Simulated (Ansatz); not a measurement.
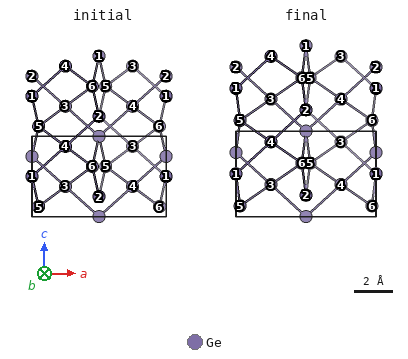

The structure of solid Ge (a generated structure, set up in I4_122) (coarse preliminary run) before (left) and after (right) a relaxation, at one scale.

Style: ball-and-stick. Shown: the conventional cell (2 times the calculation's cell), repeated 1 × 1 × 2 with one cell outlined, along the b axis. Lengths and directions refer to the drawn axes.

The calculation used DFT PBE, scalar-relativistic, plane waves, PAW (Ansatz). (plane-wave cutoff 420 eV; k-point mesh 6 × 6 × 6; occupations gaussian; smearing width 0.1 eV; no spin polarisation; cell and atoms relaxed; force threshold 0.04 eV/Å; at most 70 steps)

Describe what moved and what it gained.

Answer. The energy falls by 1.323 eV per cell of the calculation in 4 accepted moves (5 points after the start). The largest force component goes from 2 to 0.018 eV/Å. The pressure goes from 18.09 to 0.31 GPa. At 1 point the geometry stayed and the basis and grid were re-selected for the new cell (energy shift of 6.9 meV per cell of the calculation at most each time). The largest moves relative to the cell, 0.15 Å, are those of Ge3, Ge4, Ge5 and Ge6. Ge6 goes along +a. The drawn cell changes as follows: a = b 7.206 → 7.526 Å (+4.4 %), c 4.309 → 4.590 Å (+6.5 %); the volume changes by +16.2 %. Near-neighbour distances that change, for instance: Ge3–Ge5 2.307 → 2.612 Å, Ge1–Ge3 2.447 → 2.560 Å. Among the angles between lasting bonds that change: Ge1–Ge4–Ge2 163.1° → 170.0°, Ge3–Ge2–Ge5 102.7° → 108.9°, Ge3–Ge2–Ge6 130.7° → 125.4°. The space group stays I4_122 (No. 98).
